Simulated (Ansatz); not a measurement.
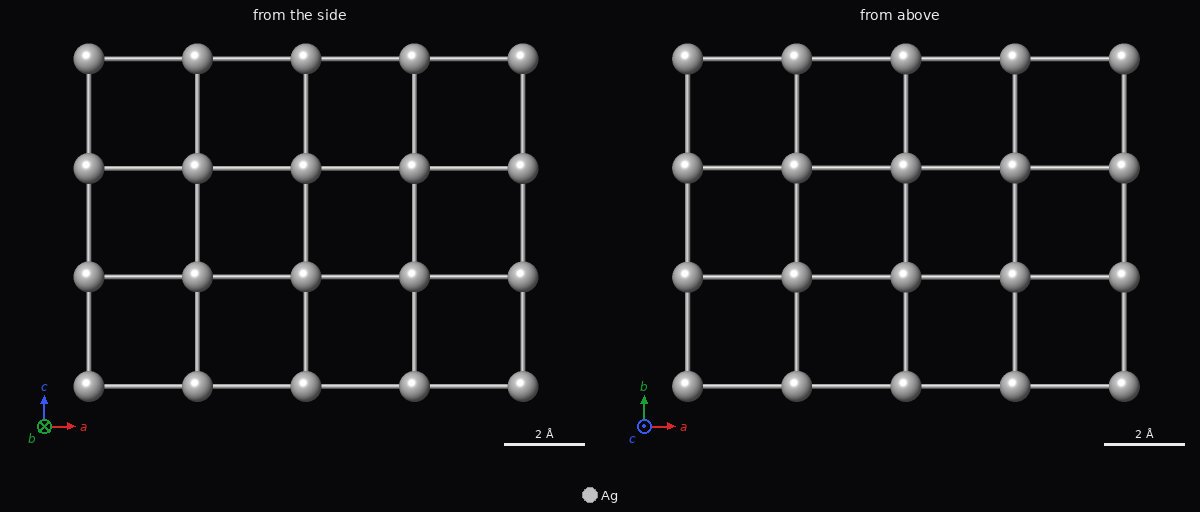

A ball-and-stick picture of a periodic slab, seen from the side and from above. The surface normal points up in side views; the vacuum is left out. 4×3 cells are drawn in the plane, with atoms at the edges repeated.

The cell holds 4 Ag.

Read the thickness off the scale bar.

About 8 Å from the lowest to the highest atom.

What is the order of the atomic planes, starting from the top?

Four planes: Ag / Ag / Ag / Ag.

The structure comes from a structure listed in the Materials Project. It is drawn as it came out of a relaxation with Ansatz, DFT PBE, scalar-relativistic, plane waves, PAW.
